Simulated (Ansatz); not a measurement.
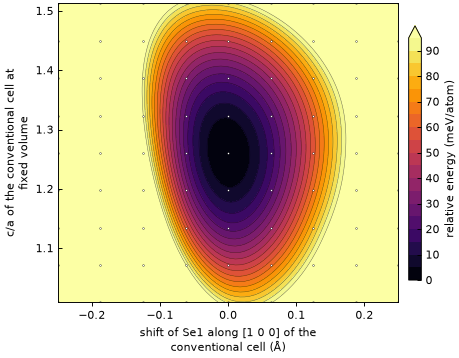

Se (P3_121, No. 152; 3 atoms in the cell). 
- The energy is mapped over a free internal coordinate and the cell.
- Coordinates scanned: (1) shift of Se1 along [1 0 0] of the conventional cell, Cartesian (1 0 0), its symmetry partners moved as symmetry demands (measured in the relaxed cell); (2) c/a of the conventional cell at fixed volume.
- Nothing is relaxed (all other coordinates fixed).
- The scan uses a 9 × 9 grid.
- Points are written as (first, second).
- Energies are in meV/atom, from the lowest grid point.
- The band gap closes in part of the range.
- Method: Ansatz 0.2.0, DFT PBE+D3(BJ), scalar-relativistic, plane waves, PAW. Settings: cutoff 420 eV, k-mesh 9×9×8 in the order of the run's cell vectors, gaussian smearing 0.05 eV, no spin polarisation.

The picture shows filled contours, dots at the grid points, one colour for all values above the top of the scale. Between grid points the surface is interpolated.

Estimate the position of the minimum and the force constants in these coordinates.

Answer. The interpolated minimum is at the first coordinate ≈ 0.000 Å, the second coordinate ≈ 1.260. The curvatures there are about 31 eV/Å² and 8.8 eV, with a cross term of about 1.8 eV/Å (per cell of 3 atoms). Round the minimum the two coordinates are weakly coupled (coupling 0.11 in units of the two stiffnesses).
